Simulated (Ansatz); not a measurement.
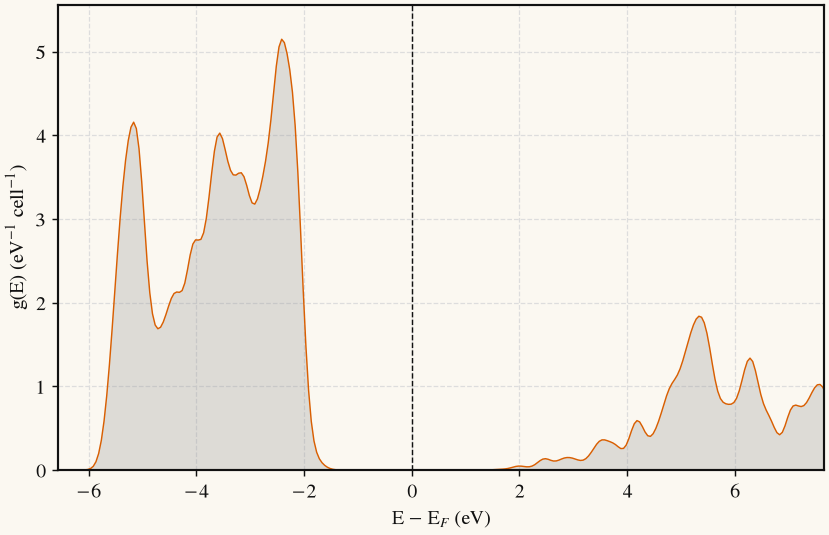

Write a caption that states what the plot shows.

Density of states of MgO, space group P6_3/mmc, 4 atoms in the cell. Computed with Ansatz 0.2.0: DFT, LDA, plane waves, PAW, no spin polarisation, 12×12×6 k mesh, 420 eV cutoff. Energies are counted from the Fermi level, put mid-gap where there is a gap. The curve is built from the levels of the k mesh with Gaussians 0.3 eV wide, which also blur the band edges.

There is a gap; over the k points computed it is 3.33 eV (direct among those points). The upper group of valence states starts about 4.0 eV under the valence-band top (which lies at −1.7 eV on this axis), with a gap beneath it; it holds about 12 electrons a cell. Within the window shown, the tallest peak of the filled states lies 0.7 eV under the valence-band top, at about 5.1 states per eV and cell.
